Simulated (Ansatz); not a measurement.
The coordinates of a crystal:

```cif
data_structure
_symmetry_space_group_name_H-M 'P 1'
_symmetry_Int_Tables_number 1
_cell_length_a 10.6661
_cell_length_b 10.6661
_cell_length_c 4.3581
_cell_angle_alpha 90.000
_cell_angle_beta 90.000
_cell_angle_gamma 60.000
_cell_volume 429.38
loop_
_atom_site_label
_atom_site_type_symbol
_atom_site_fract_x
_atom_site_fract_y
_atom_site_fract_z
_atom_site_occupancy
Sr1 Sr 0.50000 0.50000 0.00000 1
```

> Give a crystallographic description of this input.

The element is strontium. The cell holds one atom. Each Sr has two Sr in a linear arrangement at 4.36 Å. The bonds build Sr chains along [001].

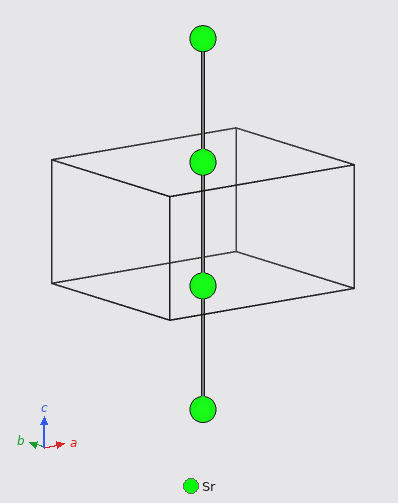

The figure gives a ball-and-stick picture of the atoms, viewed slightly off an axis. The cell (the run's own, in a reduced setting) is drawn as a box. The first bonded neighbours in the surrounding cells are also shown. Colours: strontium green.

Origin of the cell: a structure listed in the Materials Project. The cell was then strained or its atoms displaced on purpose. Ansatz was used for an electronic-structure calculation on it.
